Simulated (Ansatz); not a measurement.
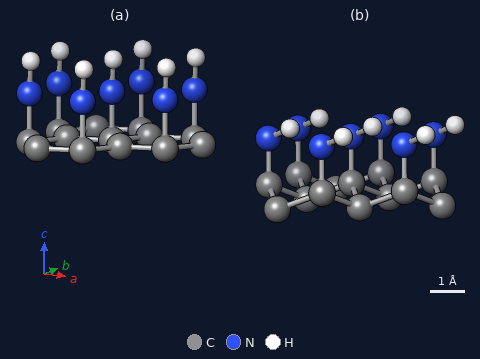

The structure of a slab of composition HC8N (cut from the Fd-3m phase) before (left) and after (right) a constrained relaxation, at one scale.

Style: ball-and-stick. Shown: the atoms within 4.2 Å of the atom that moves most (axes of the 3 × 3 repeat of the cell, outlined in the plane, without the vacuum), slightly off an axis.

Case: NH put at a top C site. The slab is the (1 1 1) face of C with NH on it. 4 atoms are held fixed.

All numbers below come from DFT PBEsol, scalar-relativistic, plane waves, PAW in Ansatz 0.2.0. Set-up: plane-wave cutoff 420 eV; k-point mesh 12 × 12 × 1; occupations gaussian; smearing width 0.05 eV; collinear spin; dipole correction; atoms relaxed in a fixed cell; force threshold 0.03 eV/Å; at most 70 steps.

Summarise the run.

Over 17 accepted moves (18 points after the start) the energy falls by 5.893 eV per cell of the calculation. Largest force component: 5.3 eV/Å at the start, 0.014 eV/Å at the end. The line search rejected the trial step at point 16 of the run. The atom that moves furthest is the H atom (2.12 Å at 22° to the normal (−c side)). By element the largest moves are H 2.12 Å, C 1.84 Å, N 1.37 Å. The cell stays as it was. Among the contacts that change: C–C 1.451 → 1.565 Å, C–N 1.480 → 1.405 Å, H–N 1.020 → 1.077 Å. Bond angles that change, for instance: C–N–H 168.7° → 109.6°, C–C–N 90.1° → 112.8°, C–C–N 90.1° → 110.5°. The program noted that the starting moments weren't kept.

Limits of the set-up: the periodic images lie only 2.5 Å apart, so the values are limited by the cell's size.
